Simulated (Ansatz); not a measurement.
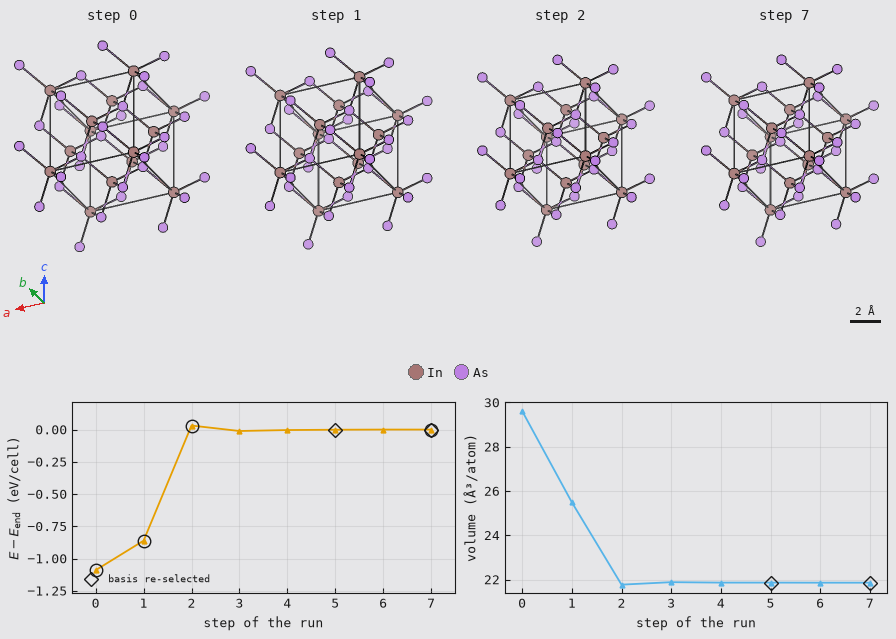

Frames of a relaxation of a crystal of InAs (set up in F-43m), marked on the history of the run. Style: ball-and-stick. Shown: the conventional cell (4 times the calculation's cell), from a free direction. Lengths and directions refer to the drawn axes.

Case: relaxed at 30 GPa.

These are results of DFT PBE, scalar-relativistic, plane waves, PAW (Ansatz 0.2.0), not measurements. Settings: plane-wave cutoff 420 eV; k-point mesh 12 × 12 × 12; occupations fermi dirac; smearing width 0.15 eV; target pressure 30 GPa; no spin polarisation; cell and atoms relaxed; force threshold 0.001 eV/Å; at most 60 steps.

### What happens along the run?

The energy rises by 1.090 eV per cell of the calculation in 5 accepted moves (7 points after the start). With the target pressure of 30 GPa, the enthalpy E + pV changes by −1.814 eV per cell of the calculation. All forces vanish by symmetry, so only the cell relaxes. The pressure goes from −0.01 to 30.00 GPa. At 2 points the geometry stayed and the basis and grid were re-selected for the new cell (energy shift of 2.4 meV per cell of the calculation at most each time). No atom moves by more than 0.005 Å relative to the cell. Cell: a = b = c 6.188 → 5.592 Å (−9.6 %). Volume −26.2 %. Some distances before and after: As–In 2.679 → 2.421 Å. The space group stays F-43m (No. 216). Cost: 3.6 min on 1 thread of Intel(R) Xeon(R) Processor @ 2.50GHz (Skylake/Cascade Lake), with other jobs on the host, peak memory 0.43 GiB. From step 0 to 1: volume −13.9 %, energy +0.229 eV per cell of the calculation. From step 1 to 2: volume −14.6 %, energy +0.893 eV per cell of the calculation. From step 2 to 7: volume +0.4 %, energy −31.2 meV per cell of the calculation.
